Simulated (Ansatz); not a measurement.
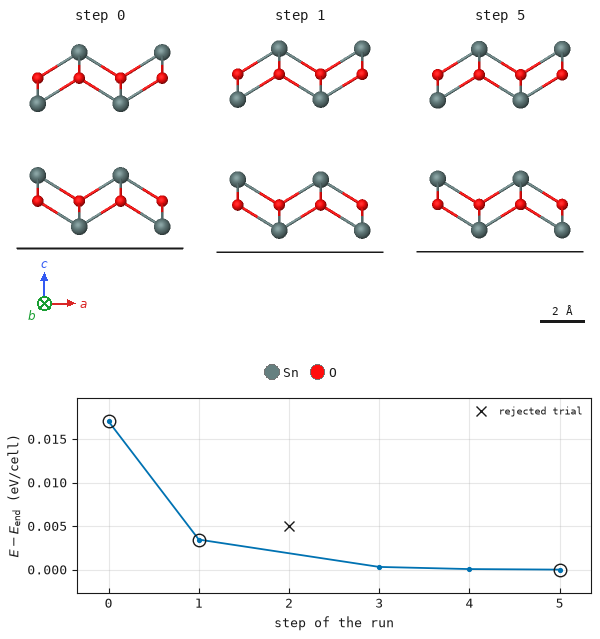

Frames of a constrained relaxation of a slab of composition SnO, marked on the history of the run. Style: ball-and-stick. Shown: the 2 × 2 repeat of the cell, outlined in the plane, without the vacuum, along the b axis.

Case: bilayer, upper layer shifted by (0.5, 0).

Theory: DFT PBE+D3(BJ), scalar-relativistic, plane waves, PAW (Ansatz 0.2.0). (plane-wave cutoff 420 eV; k-point mesh 6 × 6 × 1; occupations gaussian; smearing width 0.02 eV; no spin polarisation; atoms relaxed in a fixed cell; force threshold 0.01 eV/Å; at most 50 steps)

Question: Describe the path.

Answer: After 4 accepted moves (5 points after the start) the energy has fallen by 17.0 meV per cell of the calculation. Largest force component: 0.18 eV/Å at the start, 0.0014 eV/Å at the end. The line search rejected the trial step at point 2 of the run. The largest moves relative to the layer's centre, 0.16 Å, are those of Sn atoms. Largest moves by element: Sn 0.16 Å, O 0.16 Å. The lattice vectors keep their values. Cost: 94 s on 2 threads of Intel(R) Xeon(R) 6975P-C (Granite Rapids), with other jobs on the host, peak memory 1.3 GiB. From step 0 to 1: Sn atoms move most (0.19 Å), energy −13.6 meV per cell of the calculation. From step 1 to 5: Sn atoms move most (0.04 Å), energy −3.5 meV per cell of the calculation.
